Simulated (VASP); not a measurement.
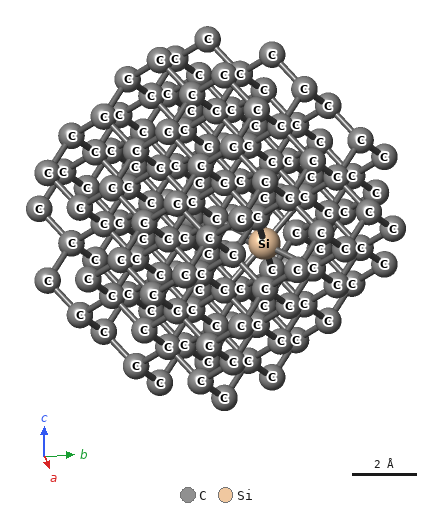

Starting structure of a defect cell of composition SiC62 (cell charge −1). Style: ball-and-stick. Shown: the atoms within 5.8 Å of the atom that moves most (axes of the cell of the calculation), from a free direction.

The run lets the atoms move in a fixed cell.

Method: Kohn-Sham DFT of a periodic cell, PBE, VASP PAW PBE potentials, recommended in VASP 6.6.1.

Input file:
```
PREC = Accurate
ENCUT = 420
EDIFF = 1E-6
ISMEAR = -2
LREAL = Auto
LASPH = T
NELM = 80
ALGO = Normal
ISIF = 2
LWAVE = F
LCHARG = F
ISPIN = 2
MAGMOM = 0.16 0 0.16 0 0.16 0 0 0 0 0 0 0 0 0 0 0 0 0 0 0 0 0 0 0 0 0.16 0 0 0 0 0 0 0 0 0 0 0 0 0 0 0 0 0 0.16 0 0 0 0 0 0 0 0 0 0.16 0 0 0 0 0 0 0 0 0
LORBIT = 11
GGA = PE
IBRION = 2
NSW = 30
EDIFFG = -0.015
NELECT = 253
ISYM = 0
NBANDS = 144
FERWE = 127*1.0 17*0.0
FERDO = 123*1.0 1.0 1.0 1.0 0.0 17*0.0
LUSENCCL = F
```

Run as
```bash
cat potpaw_PBE.64/C/POTCAR potpaw_PBE.64/Si/POTCAR > POTCAR
mpirun -np 1 vasp_gam > vasp.out
```

Question: Predict the outcome.

Answer: The largest moves, 0.11 Å, are those of C atoms. Si stays in place. The cell stays as it was. Some distances before and after: C–Si 1.946 → 1.997 Å, C–C 1.547 → 1.513 Å, C–C 1.547 → 1.578 Å, C–Si 1.946 → 1.967 Å. Among the angles between lasting bonds that change: C–C–Si 131.5° → 124.5°, C–C–C 109.5° → 114.6°, C–Si–C 80.9° → 85.8°. After 24 geometry steps the energy has fallen by 1.203 eV per cell of the calculation. Largest force component: 2.9 eV/Å at the start, 0.012 eV/Å at the end. At step 1 the optimiser overshot: the energy rose above the start, and later steps came back.

After the run, drawn alike:

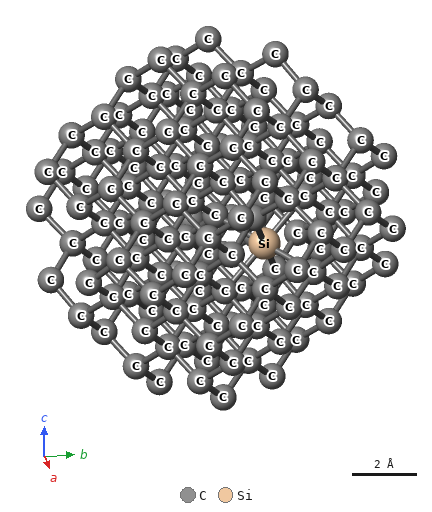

Limits of the set-up: the periodic images lie only 7.1 Å apart, so the values are limited by the cell's size; the cell is charged, on a uniform background, and energies carry no finite-size correction.
